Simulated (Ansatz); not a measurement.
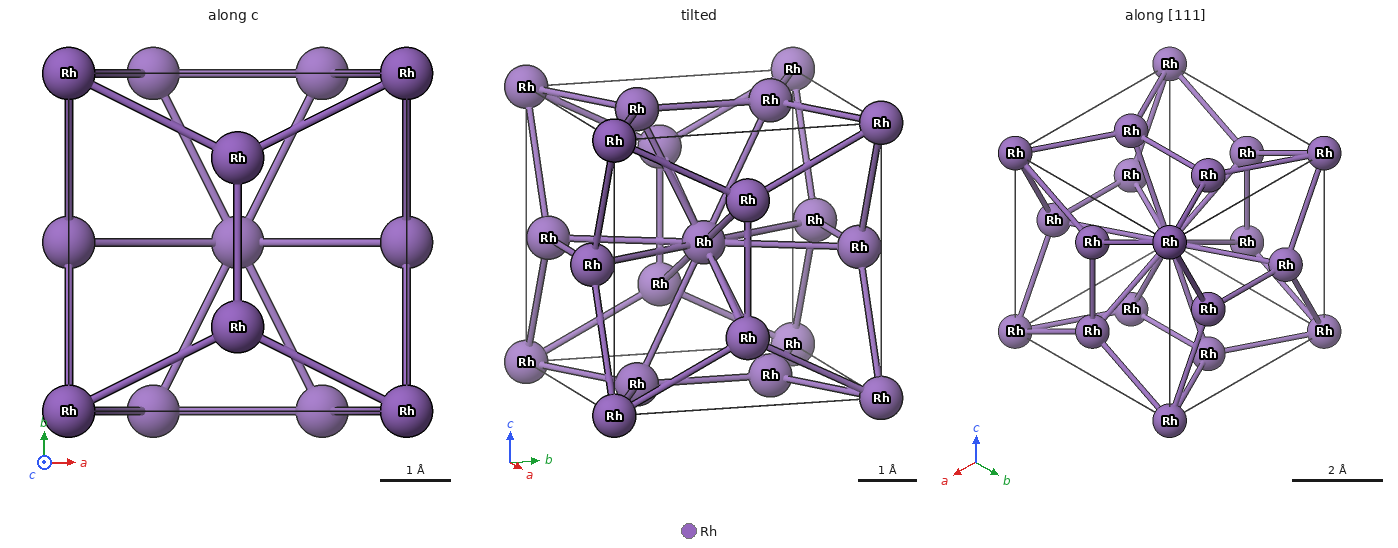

Ball-and-stick drawing of the structure, looking along the c axis, slightly off an axis and along [111]. The wireframe shows the conventional unit cell.

Cell: a = 4.88 Å, b = 4.88 Å, c = 4.88 Å, α = 90.00°, β = 90.00°, γ = 90.00°.

Q: What is the number of atoms per cell?

A: 8 (rhodium), counting shared atoms by their share.

Q: Identify the space group.

A: Pm-3n (No. 223), with Rh on 2a and Rh on 6c.

Q: What structure family is shown?

A: Β-tungsten (A15) type.

The initial geometry was a textbook structure type filled with this element (whether it is the usual form wasn't checked). This is the structure after a relaxation with DFT PBE, scalar-relativistic, plane waves, PAW (Ansatz).
